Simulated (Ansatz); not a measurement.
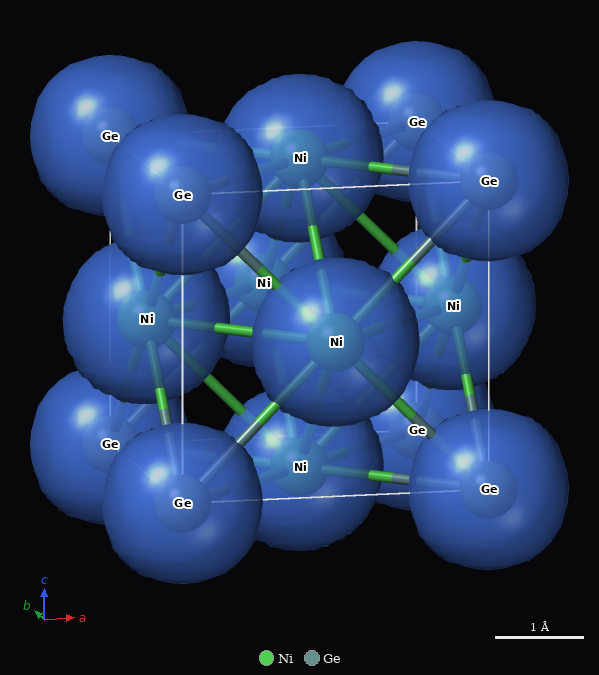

The picture shows: Ni3Ge. Isosurface of the valence electron density at 0.5 e/Å³ (blue), seen slightly off an axis. Sticks mark near contacts.

Space group Pm-3m; a structure from a database of computed crystals, not necessarily the ambient phase; computed pressure about −15 GPa in this cell; computed without spin polarisation.

Theory: DFT LDA, scalar-relativistic, plane waves, PAW (Ansatz).

What does this surface tell about the bonding?

At this value the density breaks into separate islands; it holds about 85 % of the electrons treated as valence (semicore included). It bridges none of the near contacts. It is pinched off along the shortest Ni–Ni (2.53 Å) and Ni–Ge (2.53 Å) contacts. On the grid the lowest density along these lines, outside the cores, is 0.31 e/Å³ (Ni–Ni, 2.53 Å) and 0.34 e/Å³ (Ni–Ge, 2.53 Å).

Does the calculation give a band gap?

It is gapless in this calculation (a metal or semimetal).
